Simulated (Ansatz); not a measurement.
## Electronic structure of ZnSi₂N in real space

The calculation's input:

```
crystal:
  lattice:
    - [0.0, 5.2497573221, 5.2497573221]
    - [5.2497573221, 0.0, 5.2497573221]
    - [5.2497573221, 5.2497573221, 0.0]
  atoms:
    - { symbol: Zn, position: [0.5, 0.5, 0.5] }
    - { symbol: Zn, position: [0.75, 0.75, 0.75] }
    - { symbol: Si, position: [0.625, 0.625, 0.625], spin: -0.16 }
    - { symbol: Si, position: [0.625, 0.625, 0.125], spin: -0.16 }
    - { symbol: Si, position: [0.625, 0.125, 0.625], spin: -0.16 }
    - { symbol: Si, position: [0.125, 0.625, 0.625], spin: -0.16 }
    - { symbol: "N", position: [0.25, 0.25, 0.25], spin: 3.06 }
    - { symbol: "N", position: [0.0, 0.0, 0.0], spin: 3.06 }
basis:
  ecutwfc: 420
kpoints:
  mp_grid: { grid: [6, 6, 6] }
hamiltonian:
  xc: pbe
scf:
  occupations: { method: gaussian, width: 0.1 }
output:
  forces: true
  stress: true
  eigenvalues: true
  populations: true
  write_density: true
  write_potential: true
  elf: true
  volumetric_format: npy
magnetization:
  spin_polarized: true
relax:
  adjacent_minimum: "off"
  f_tol: 0.01
  max_steps: 80
  cell: { stress_tol: 0.05 }
```

Run with:

```sh
ansatz run input.yaml --threads 1 --pin off --max-ram 2560MiB --backend cpu --events-out ev --progress --plain --runs-dir out
```

Below, planes, directions and counts refer to the conventional cell (a = 10.58 Å, b = 10.58 Å, c = 10.58 Å, α = 90.00°, β = 90.00°, γ = 90.00°).

The fields are those of the relaxed geometry.

Space group Fd-3m; a structure generated by program, which may or may not match a known phase; spin-polarised.

Theory: DFT PBE, scalar-relativistic, plane waves, PAW in Ansatz 0.2.0.

In a PAW calculation such maps are meaningful between the atoms, not at the nuclei.

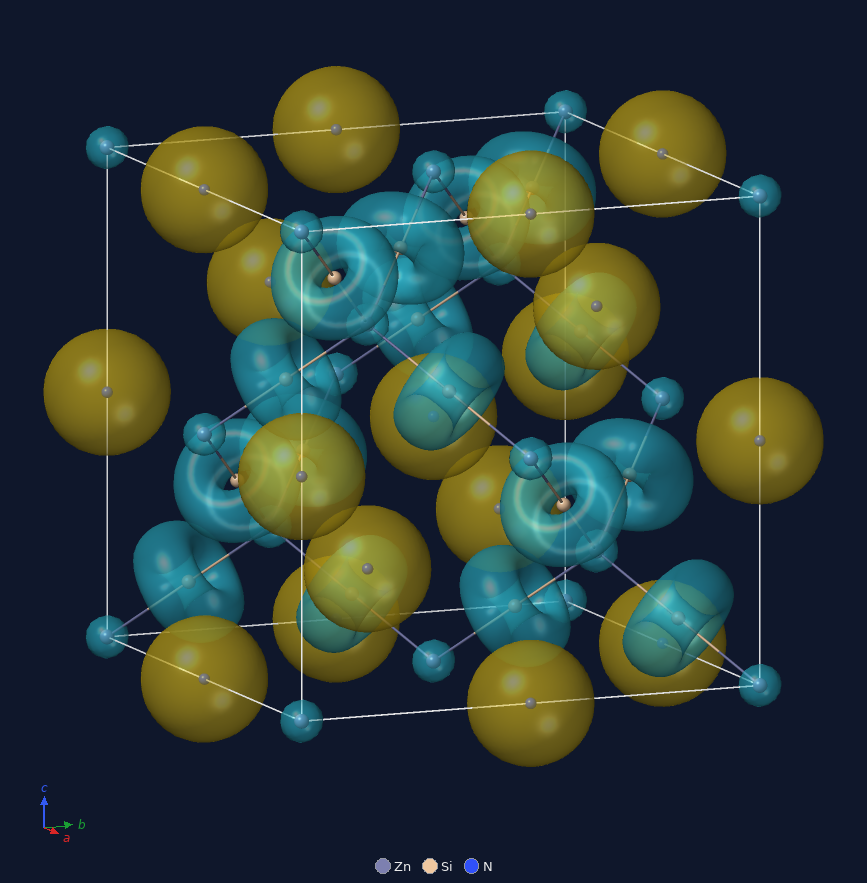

Figure 1. Isosurfaces of the spin density (up minus down) at +0.03 (yellow) and −0.03 e/Å³ (cyan), seen slightly off an axis. Sticks mark near contacts.

> Describe the spin distribution.

The spin density sits on N: +2.8 μB (×8) in one cell of 32 atoms, with smaller moments on Si (up to −0.18 μB): parallel main moments (a ferromagnetic arrangement) in this solution. The cell of the calculation (8 atoms) carries 3.0 μB of net spin moment.

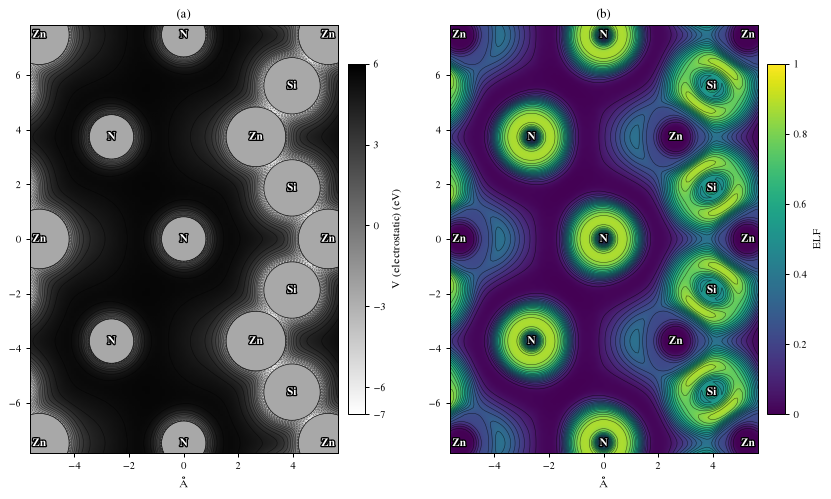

Figure 2. (a) electrostatic potential energy of an electron; (b) electron localisation function on the (011) plane of the conventional cell. Grey discs cover the atomic cores in the potential map.

> Interpret the plot.

The section cuts through Zn, Si and N sites. Zn–Si (2.29 Å): the ELF peaks at about 0.90 in the valence shell of Si, 0.8 Å from its nucleus, and is about 0.60 at the midpoint. Si–N (4.38 Å): the ELF is about 0.05 at the midpoint; no localised pair shows between them. N–N (4.58 Å): the ELF is about 0 at the midpoint; no shared electron pair shows on this line. Zn–N (4.58 Å): the ELF is about 0.05 at the midpoint; no localised pair shows between them. Outside the cores the potential energy rises away from the atoms and is highest about 2.2 Å from the nearest atoms; its zero is arbitrary.

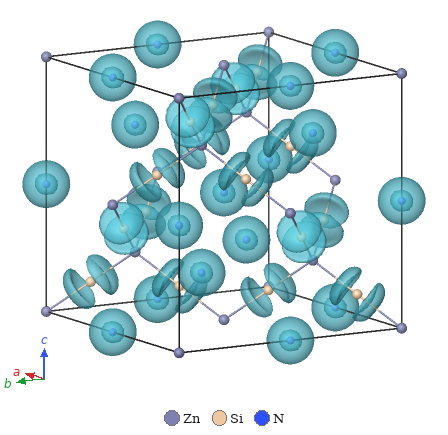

Figure 3. Isosurface of the ELF at 0.8 (cyan), seen at an oblique angle. Only the valence region is drawn (cores and ρ < 0.01 e/Å³ removed). Sticks mark near contacts.

> Identify the bonds, lone pairs and shells in this picture.

At this value the surface marks out 32 lobes of the valence shell of Si pointing towards Zn (polar bonds) and eight regions wrapped around N (the valence shell of each), counted in one cell of 32 atoms. Any copies at cell faces, edges or corners count once.

> Metal or insulator at this level of theory?

It is metallic or semimetallic at this level of theory: no gap opens.
